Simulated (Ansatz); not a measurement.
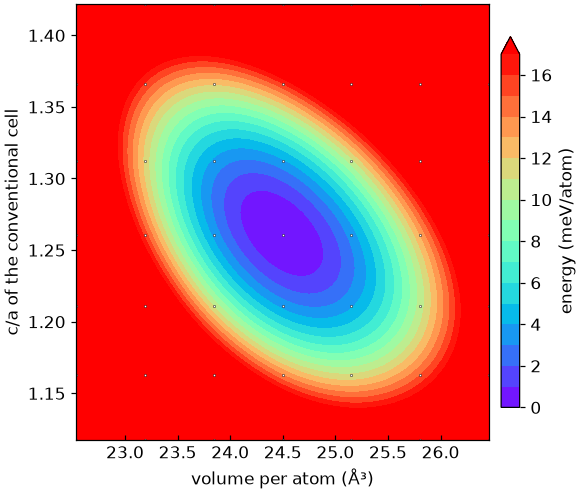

Se (P3_121, No. 152; 3 atoms in the cell). The energy is mapped over volume and the cell's shape. The first coordinate is: volume per atom; the second: c/a of the conventional cell. Nothing is relaxed (fractional coordinates fixed). The scan uses a 7 × 7 grid. Points are written as (first, second). Energies: meV/atom, counted from the lowest grid point. The band gap closes in part of the range. Theory: Ansatz, DFT PBE+D3(BJ), scalar-relativistic, plane waves, PAW. Settings: cutoff 420 eV, k-mesh 12×12×8 in the order of the run's cell vectors, gaussian smearing 0.05 eV, no spin polarisation.

Drawn: filled contours, dots at the grid points, one colour for all values above the top of the scale. Between grid points the surface is interpolated.

### Estimate the position of the minimum and the force constants in these coordinates.

The interpolated minimum is at volume per atom ≈ 24.50 Å³, c/a of the conventional cell ≈ 1.260. The curvatures there are about 0.05 eV/(Å³)² and 8.7 eV, with a cross term of about 0.31 eV/Å³ (per cell of 3 atoms). Round the minimum the valley is somewhat tilted: raising volume per atom shifts the best value of c/a of the conventional cell downwards (coupling k₁₂/√(k₁₁k₂₂) about 0.5).
